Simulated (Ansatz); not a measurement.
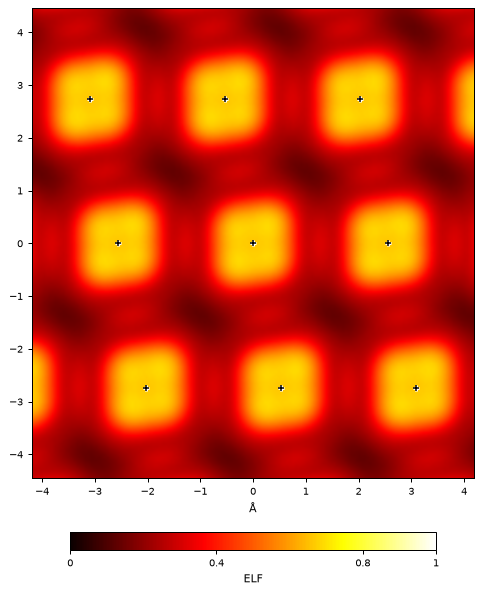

The electron localisation function on a plane through atoms (crosses mark nuclei in the plane).

These are results of DFT PBE, scalar-relativistic, plane waves, PAW in Ansatz 0.2.0, not measurements.

Candidates:
A. Pt, a = 2.56 Å, b = 2.70 Å, c = 2.79 Å, α = 115.30°, β = 100.99°, γ = 106.33°. Space group P-1; a structure from a database of computed crystals, not necessarily the ambient phase; computed pressure about 8 GPa in this cell.
B. Cu, a = 2.47 Å, b = 2.47 Å, c = 4.03 Å, α = 90.00°, β = 90.00°, γ = 120.00°. Space group P6₃/mmc; a structure from a database of computed crystals, not necessarily the ambient phase; changed on purpose from its base cell (equal strain along all axes, cell held, atoms relaxed: -4.0 %); computed pressure about 23 GPa in this cell; computed without spin polarisation.
C. Ti, a = 3.03 Å, b = 3.03 Å, c = 4.54 Å, α = 90.00°, β = 90.00°, γ = 120.00°. Space group P6₃/mmc; changed on purpose from its base cell (biaxial strain in the a-b plane, c and atoms relaxed: +3.0 %); computed pressure about −4 GPa in this cell; computed without spin polarisation.

Which system is this?

Answer. Candidate A: Pt on the (010) plane of the conventional cell, which holds Pt. Pt–Pt (2.56 Å): the ELF is about 0.30 at the midpoint; no shared electron pair shows on this line. Pt–Pt (2.79 Å): the ELF is about 0.30 at the midpoint; no localised pair shows between them.
